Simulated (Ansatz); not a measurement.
## Geometry relaxation, with input and output: Si30C (part 2 of 3)

The same run, continued: Si30C (defect cell, 31 atoms in the cell); DFT PBE, scalar-relativistic, plane waves, PAW, no spin polarisation (Ansatz 0.2.0); cutoff 420 eV, 2×2×2 k-mesh, Gaussian smearing of 0.02 eV. The structure derives from a Materials Project entry. It belongs to a series of runs on one base structure; here: C after trading places with the vacancy, charge +0, atoms relaxed.

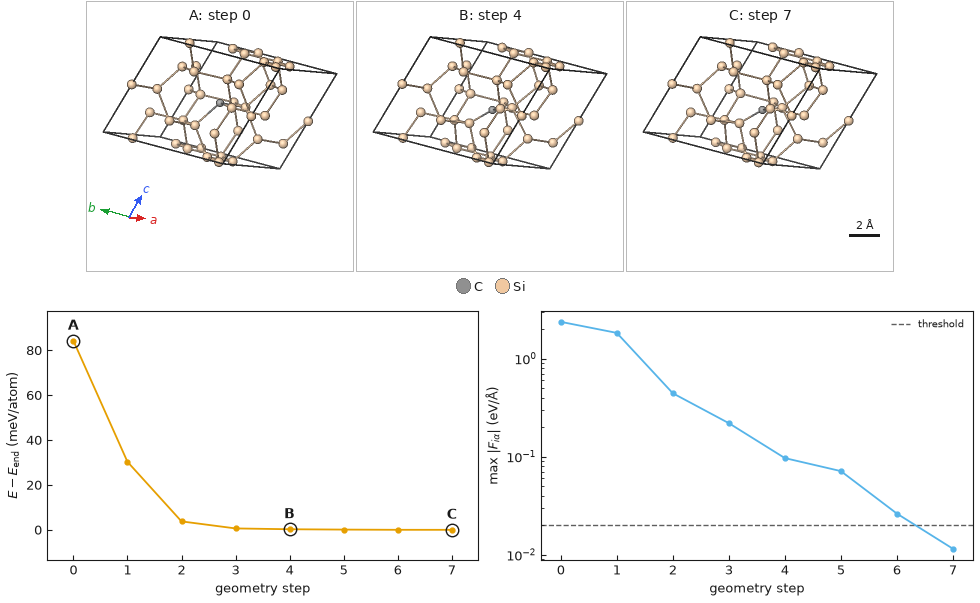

Figure 1. Frames of the relaxation (ball-and-stick view of the cell of the calculation (origin shifted), seen at an oblique angle) above the curves, on which the letters mark them (the first geometry is step 0 here and step 1 in the log).

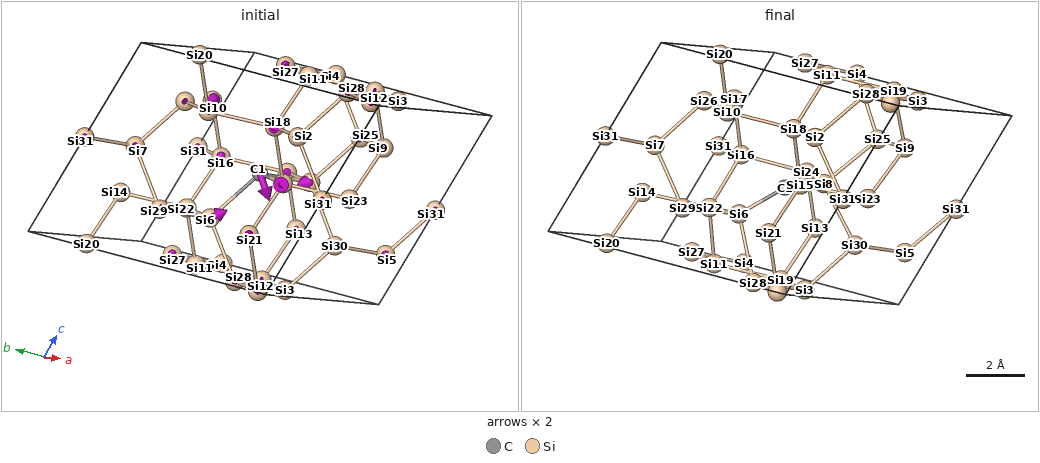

Figure 2. Before (left) and after (right) the relaxation, at one scale (ball-and-stick view of the cell of the calculation (origin shifted), seen at an oblique angle). The pink arrows give the displacements, magnified 2 times. After 7 geometry steps the energy has fallen by 84.2 meV per atom. Largest force component: 2.4 eV/Å at the start, 0.012 eV/Å at the end. C1 moves most: 0.52 Å. By element the largest moves are C 0.52 Å, Si 0.39 Å. The cell doesn't change. Among the contacts that change: C1–Si15 2.381 → 1.888 Å, C1–Si6 2.363 → 1.877 Å, C1–Si8 2.363 → 1.894 Å, Si15–Si18 2.363 → 2.472 Å. Among the angles that change: C1–Si15–Si18 109.8° → 126.1°, C1–Si8–Si25 109.1° → 121.7°, C1–Si6–Si29 109.1° → 120.3°. (Atoms are counted from 1 in the order of the input.)

```
SCF converged after 6 iterations
Free energy (F): -19320.002675 eV
Harris-Foulkes:  -19320.002675 eV  (|F-HF|=8.84e-10)
Internal energy: -19320.002666 eV  (E = F + TS)
E sigma→0 (E₀):  -19320.002671 eV
Entropy (-TS):   -0.000009 eV (-0.000 meV/atom)
Fermi energy:    5.658342 eV
--- Per-component energies (eV) ---
  E_band       = 67.558402
  E_kinetic    = 1267.800432
  E_local      = -1131.575414  (includes V_loc(G=0)·N_el)
  E_nonlocal   = 796.419499
  E_hartree    = 327.205578
  E_xc         = -1689.152023
  E_vxc        = -1442.513762  (∫ρ·V_xc dr)
  E_paw        = -15478.347604  (= ΣΔE_a)
  E_vpaw       = -76.983683  (= ΣTr[D̂ρ^β])
  E_aug_tail   = 0.000195  (compensation charges beyond the density's cutoff)
  E_ewald      = -3412.353329
  E_smearing   = -0.000009  (= −TS)
  E_closure    = 0.000000  (closes the sum)
  Σ components = -19320.002675   (vs F -19320.002675, Δ=0.00e0)
--- Forces (eV/Å), atoms counted from 1 ---
  atom   1  C     -0.00459603     0.00437989    -0.00929101
  atom   2  Si    -0.00728687    -0.00207191    -0.00205796
  atom   3  Si    -0.00804108     0.00293632    -0.00161052
  atom   4  Si     0.00855588    -0.00329718     0.00064111
  atom   5  Si    -0.00122193    -0.00420816    -0.00310473
  atom   6  Si     0.00371163    -0.00117022     0.00137572
  atom   7  Si    -0.00273335     0.00727809    -0.00369419
  atom   8  Si     0.00716069    -0.00033321     0.00354977
  atom   9  Si     0.00131229     0.00056010    -0.00114729
  atom  10  Si     0.00093315    -0.00163438     0.00741442
  atom  11  Si     0.00437835     0.00074958     0.00684594
  atom  12  Si    -0.00005255     0.00016142     0.00315331
  atom  13  Si     0.00013670     0.00284604    -0.00011172
  atom  14  Si    -0.00300431    -0.00265861     0.00085665
  atom  15  Si    -0.00024704    -0.00000637    -0.00081810
  atom  16  Si    -0.00847878    -0.00417184     0.00293894
  atom  17  Si     0.00075919     0.00140628     0.00133327
  atom  18  Si     0.00239613     0.00037734     0.00240380
  atom  19  Si    -0.00109450    -0.00385810     0.00258215
  atom  20  Si     0.00090567    -0.00111971     0.00232958
  atom  21  Si     0.00010734    -0.00204545     0.00224943
  atom  22  Si     0.00386178     0.00308332    -0.00403311
  atom  23  Si    -0.00197786     0.00812933     0.00417033
  atom  24  Si    -0.00156575    -0.00015822    -0.00431459
  atom  25  Si    -0.00116018     0.00263942     0.00024404
  atom  26  Si     0.01152058    -0.00722631    -0.00097581
  atom  27  Si    -0.00235815     0.00862391    -0.00170268
  atom  28  Si     0.00217990     0.00149015    -0.00595535
  atom  29  Si    -0.00440927    -0.00495223     0.00219194
  atom  30  Si    -0.00271857    -0.00465083    -0.00029315
  atom  31  Si     0.00302859    -0.00109960    -0.00517147
  max |Σ_I F_I| component: 1.64e-6 eV/Å
--- Band table (eV) ---
  k-point 0: bands = ["-6.6552", "-5.3933", "-5.3550", "-5.2298", "-4.6605", "-4.0408", "-3.9852", "-3.8758", "-3.8454", "-3.6319", "-3.4908", "-3.2618", "-2.8758", "-2.7429", "-2.6923", "-2.1206", "-1.8873", "-1.6612", "-1.5383", "-1.2120", "-0.9091", "-0.6763", "-0.6009", "-0.4932", "-0.3305", "-0.2626", "-0.1172", "1.1214", "1.1878", "1.2823", "1.5798", "1.7163", "1.9346", "1.9884", "2.0616", "2.2305", "2.3222", "2.4093", "2.4496", "2.4978", "2.5874", "2.6641", "2.8456", "2.9894", "3.1088", "3.2218", "3.3238", "3.3802", "3.5067", "3.5369", "3.6472", "3.8309", "3.9389", "4.0527", "4.1248", "4.2337", "4.3363", "4.4787", "4.5158", "4.5832", "4.6710", "5.3564", "5.7708", "5.9010", "6.5943", "6.6906", "6.7691", "6.8759", "7.0344", "7.3252", "7.5910", "7.7178", "7.7415", "7.9382", "8.0116", "8.1231", "8.1910", "8.2912", "8.3467", "8.4152", "8.4762", "8.6613", "8.7175", "8.8123", "8.9340", "9.0693", "9.1288", "9.2182", "9.3586", "9.4183", "9.5684", "9.6070", "9.6850"]
  k-point 1: bands = ["-6.6869", "-5.6866", "-4.8151", "-4.8080", "-4.6214", "-4.5663", "-4.2252", "-3.9712", "-3.7722", "-3.6603", "-3.3947", "-3.3857", "-3.1265", "-2.8967", "-2.7135", "-2.2374", "-1.7641", "-1.5094", "-1.2285", "-0.8807", "-0.8243", "-0.7210", "-0.5424", "-0.3846", "-0.1736", "-0.0187", "0.6102", "0.8524", "1.0232", "1.1447", "1.4727", "1.5485", "1.6136", "1.7320", "1.8101", "1.8995", "2.0052", "2.1470", "2.3840", "2.4725", "2.5898", "2.6737", "2.7501", "2.8421", "3.0322", "3.1677", "3.2660", "3.4176", "3.5624", "3.7354", "3.7961", "3.8624", "3.9372", "3.9944", "4.1553", "4.2544", "4.3162", "4.3703", "4.4754", "4.9102", "5.0731", "5.6074", "5.8938", "6.0599", "6.6617", "6.9693", "7.0349", "7.3145", "7.3862", "7.4500", "7.6519", "7.7579", "7.9629", "8.0225", "8.0974", "8.1496", "8.2563", "8.2810", "8.3190", "8.4090", "8.5383", "8.6070", "8.7599", "8.8477", "8.9208", "8.9910", "9.0559", "9.1711", "9.2730", "9.3823", "9.4201", "9.4480", "9.6095"]
  k-point 2: bands = ["-6.6685", "-5.6487", "-5.0969", "-4.9265", "-4.5600", "-4.3788", "-4.1191", "-3.9072", "-3.8413", "-3.7033", "-3.5496", "-3.2971", "-3.0184", "-2.6313", "-2.4942", "-2.1022", "-1.7925", "-1.5788", "-1.4869", "-1.2800", "-1.1685", "-0.8859", "-0.5317", "-0.3462", "-0.1402", "-0.0377", "0.6322", "0.9093", "1.0734", "1.1580", "1.2819", "1.3265", "1.6444", "1.9147", "2.0479", "2.1472", "2.2356", "2.3573", "2.5643", "2.6378", "2.7986", "2.8835", "2.9965", "3.1381", "3.2182", "3.2745", "3.3372", "3.4014", "3.4713", "3.5118", "3.6106", "3.6387", "3.7206", "3.7751", "3.8943", "4.0206", "4.1795", "4.3857", "4.4812", "4.7055", "4.8429", "5.5815", "5.7093", "5.8097", "6.9326", "7.1198", "7.2326", "7.2955", "7.3519", "7.4661", "7.5492", "7.6539", "7.7411", "7.8934", "8.1180", "8.2010", "8.2412", "8.3517", "8.4344", "8.4795", "8.5491", "8.5793", "8.6553", "8.7784", "8.8654", "8.9537", "9.0644", "9.1625", "9.2720", "9.3085", "9.3889", "9.5031", "9.6517"]
  k-point 3: bands = ["-6.6771", "-5.5931", "-5.0936", "-4.9404", "-4.6765", "-4.3097", "-4.1022", "-3.9942", "-3.8249", "-3.7248", "-3.5526", "-3.2424", "-2.9489", "-2.6082", "-2.4162", "-2.3115", "-1.7110", "-1.5569", "-1.4357", "-1.2507", "-1.1644", "-0.8853", "-0.5432", "-0.3720", "-0.1777", "-0.0987", "0.5558", "0.9513", "1.0303", "1.1422", "1.2445", "1.3239", "1.6444", "1.8809", "1.9990", "2.1246", "2.3453", "2.4196", "2.6497", "2.7799", "2.8424", "2.9039", "2.9526", "3.0279", "3.1568", "3.2152", "3.4059", "3.4571", "3.5098", "3.5434", "3.6313", "3.6631", "3.7336", "3.7946", "3.8609", "3.9456", "4.1716", "4.3832", "4.4623", "4.7171", "4.8964", "5.2956", "5.8083", "5.9486", "6.9444", "7.1142", "7.2118", "7.3378", "7.3707", "7.4777", "7.5528", "7.5749", "7.6617", "7.8728", "8.0573", "8.1530", "8.1948", "8.3352", "8.4021", "8.4691", "8.5748", "8.6850", "8.7056", "8.7781", "8.8652", "8.9587", "9.0415", "9.1408", "9.2136", "9.3291", "9.3772", "9.5425", "9.6110"]
--- Relaxed structure (8 steps of the walk, 8 accepted, 0 SCFs on fresh bases) ---
  F+E_penalty+E_count = -19320.00267494 eV   max|allowed force component| = 1.152e-2 eV/Å
  atoms:
    - { symbol: C, position: [0.11274478294235604, -0.25602238719044856, -0.056141095900021226] }
    - { symbol: Si, position: [0.7402467373684916, 0.5823133249924674, 0.2438667111774953] }
    - { symbol: Si, position: [0.11606720926226327, 0.4508970069411083, 0.5010409312126312] }
    - { symbol: Si, position: [0.6197013045923294, 0.9467423695484761, 0.5026776677235535] }
    - { symbol: Si, position: [0.49806213153964385, 0.3333296750520792, 0.7578031435800988] }
    - { symbol: Si, position: [1.0075548746836176, 0.8070965636254883, 0.7776565558944304] }
    - { symbol: Si, position: [0.8698067686103386, 0.2025145407137341, 0.0014027064392863053] }
    - { symbol: Si, position: [0.3241933545366661, 0.7029450219210133, 0.9903093725934105] }
    - { symbol: Si, position: [0.3244374381691403, 0.4857338981400735, 0.2515304522746652] }
    - { symbol: Si, position: [0.8223058017965288, 0.9916009655058555, 0.24655490903745747] }
    - { symbol: Si, position: [0.2012606403511662, 0.873093735475979, 0.5028505247165973] }
    - { symbol: Si, position: [0.6927710559763331, 0.36269474171824656, 0.4972708857397734] }
    - { symbol: Si, position: [0.5704675707760125, 0.7433890437256419, 0.7539675432431079] }
    - { symbol: Si, position: [0.0753051443442947, 0.2346545597387122, 0.7515268678484714] }
    - { symbol: Si, position: [0.9758753640236573, 0.6338178963898337, 0.9873408566847053] }
    - { symbol: Si, position: [0.4438977228906657, 0.11744419195086711, 0.010975604163198968] }
    - { symbol: Si, position: [0.41150596509773335, 0.24933417357595014, 0.25949036052305735] }
    - { symbol: Si, position: [0.9365265608161599, 0.7642431745209157, 0.23956306714968842] }
    - { symbol: Si, position: [0.30194944371164045, 0.6400192438218287, 0.4996311090862659] }
    - { symbol: Si, position: [0.8052287339213046, 0.13587157570514402, 0.5014834118214291] }
    - { symbol: Si, position: [0.6873771892143379, 0.5195399679079289, 0.7567424118457637] }
    - { symbol: Si, position: [0.17527274839810225, 0.0016341818620403403, 0.7553787137172654] }
    - { symbol: Si, position: [0.05463351337445152, 0.39349248154399474, 0.0003252932722447588] }
    - { symbol: Si, position: [0.5397244465575832, 0.8822202495393747, 1.000937729823115] }
    - { symbol: Si, position: [0.49897094111082063, 0.6787758075320633, 0.24181697641947508] }
    - { symbol: Si, position: [0.013022620054104036, 0.18246618056293765, 0.2516615183325491] }
    - { symbol: Si, position: [0.3967788910022322, 0.06407130871017819, 0.5113892576618974] }
    - { symbol: Si, position: [0.8785938891182083, 0.5508076372246005, 0.4936153045989936] }
    - { symbol: Si, position: [0.7705280427206229, 0.9231872274975548, 0.7586248187237751] }
    - { symbol: Si, position: [0.26082039563526493, 0.42855937405825867, 0.7530057834917953] }
    - { symbol: Si, position: [0.6345699142039264, 0.30040013108810115, 0.005700607103821476] }
```

### Trajectory as extended XYZ (Å, eV, eV/Å), 8 frames, from step=1 to step=8
```
31
Lattice="-5.7769 3.3353 6.3650 5.7769 -3.3353 6.3650 3.8513 6.6706 -6.3650" Properties=species:S:1:pos:R:3:forces:R:3 step=1 energy=-19317.39133
C    -1.9256    1.1118   -0.4006   -1.4274  -0.8937  -0.5222
Si    0.0000    2.2235    6.7656   -0.0220  -0.0038   0.0472
Si    3.8513    2.2235    0.4006   -0.2292  -0.0064   0.0292
Si    3.8513    2.2235    6.7656    0.0584  -0.2631   0.0457
Si    1.9256    5.5588    0.4006   -0.1676  -0.3346   0.0134
Si    1.9256    5.5588    6.7656   -0.0003   2.3658  -0.8065
Si   -3.8513    2.2235    6.7656   -0.1807   0.2494   0.0516
Si    5.7769    5.5588    0.4006    1.8827  -1.1621  -0.9076
Si    1.9256    1.1118    3.5831   -0.1206   0.0696  -0.1666
Si    1.9256    1.1118    9.9481    0.0074   0.0102   0.1980
Si    5.7769    1.1118    3.5831    0.0094  -0.0337   0.1975
Si    0.0000    4.4471    3.5831    0.0075  -0.0979  -0.1329
Si    3.8513    4.4471    3.5831    0.0027  -0.0299   0.0024
Si    3.8513    4.4471   -2.7820    0.0098  -0.0115  -0.0032
Si    1.9256    7.7824    3.5831   -0.2173  -0.1195   2.3089
Si   -1.9256    1.1118    3.5831    0.0408   0.0305  -0.2258
Si    0.0000    2.2235    2.7820    0.1343   0.0803  -0.2117
Si    0.0000    2.2235    9.1470   -0.0563  -0.0037   0.0258
Si    3.8513    2.2235    2.7820    0.0344  -0.0148   0.0227
Si   -1.9256    5.5588    2.7820   -0.0197   0.0556   0.0532
Si    1.9256    5.5588    2.7820    0.0113   0.1479   0.0685
Si    1.9256    5.5588   -3.5831    0.0040   0.0009  -0.0170
Si    1.9256   -1.1118    2.7820    0.1163  -0.0787   0.0534
Si    5.7769    5.5588    2.7820   -0.0136  -0.0165  -0.0171
Si    1.9256    1.1118    5.9645    0.0552  -0.0864   0.0521
Si    1.9256    1.1118   -0.4006   -0.0885   0.1397   0.0852
Si    0.0000    4.4471   -0.4006    0.1378  -0.1644   0.1290
Si    0.0000    4.4471    5.9645   -0.0716  -0.0293  -0.1155
Si    3.8513    4.4471    5.9645   -0.0078   0.0939  -0.0992
Si    3.8513    4.4471   -0.4006    0.0619   0.0536  -0.0129
Si   -1.9256    1.1118    5.9645    0.0487   0.0527  -0.1457
31
Lattice="-5.7769 3.3353 6.3650 5.7769 -3.3353 6.3650 3.8513 6.6706 -6.3650" Properties=species:S:1:pos:R:3:forces:R:3 step=2 energy=-19319.06310
C    -2.0682    1.0220   -0.4625   -1.2601  -0.8170  -0.4466
Si    0.0053    2.2230    6.7751   -0.0599  -0.1334   0.1271
Si    3.8399    2.2283    0.4049   -0.1015  -0.0199  -0.0172
Si    3.8565    2.2131    6.7640   -0.0671  -0.0402   0.0406
Si    1.9290    5.5401    0.4111   -0.0187   0.0185   0.0731
Si    1.9133    5.7398    6.6930   -0.1170   1.8253  -0.7162
Si   -3.8650    2.2423    6.7783    0.0094   0.0424   0.0515
Si    5.9272    5.4599    0.3231    1.3932  -0.9518  -0.7076
Si    1.9216    1.1122    3.5742   -0.0729   0.0726  -0.0430
Si    1.9161    1.1046    9.9634   -0.0059   0.0146   0.0146
Si    5.7866    1.1047    3.6025    0.0161  -0.0006   0.0170
Si    0.0027    4.4466    3.5703    0.0107  -0.0701  -0.0316
Si    3.8577    4.4543    3.5809    0.0367  -0.0467  -0.0535
Si    3.8476    4.4534   -2.7859   -0.0118   0.0103  -0.0979
Si    1.9054    7.7720    3.7782   -0.2476  -0.1611   1.7719
Si   -1.9131    1.1203    3.5509    0.0065   0.0250  -0.0191
Si    0.0155    2.2336    2.7412    0.1217   0.0525  -0.1246
Si   -0.0379    2.2020    9.1798    0.0192   0.0311   0.1022
Si    3.8601    2.2217    2.7898    0.0041  -0.0227   0.0625
Si   -1.9341    5.5599    2.7871   -0.0073   0.0538   0.0219
Si    1.9288    5.5922    2.8086    0.0044   0.0524   0.0696
Si    1.9225    5.5676   -3.6232   -0.0064   0.0987  -0.0250
Si    1.9516   -1.1284    2.8090    0.0212  -0.0158   0.0425
Si    5.7856    5.5563    2.7379    0.0728  -0.0886  -0.0124
Si    1.9363    1.0709    5.9700    0.1381  -0.0734  -0.0470
Si    1.9023    1.1336   -0.3839   -0.0363   0.0724   0.1236
Si    0.0113    4.4156   -0.3781    0.1790  -0.0663   0.1276
Si    0.0104    4.4674    5.9603   -0.0489  -0.0951  -0.1152
Si    3.8231    4.4739    5.9688    0.0359   0.1308  -0.0782
Si    3.8840    4.4554   -0.3999   -0.0161   0.0118   0.0245
Si   -1.9296    1.1123    5.9510    0.0078   0.0900  -0.1355
```
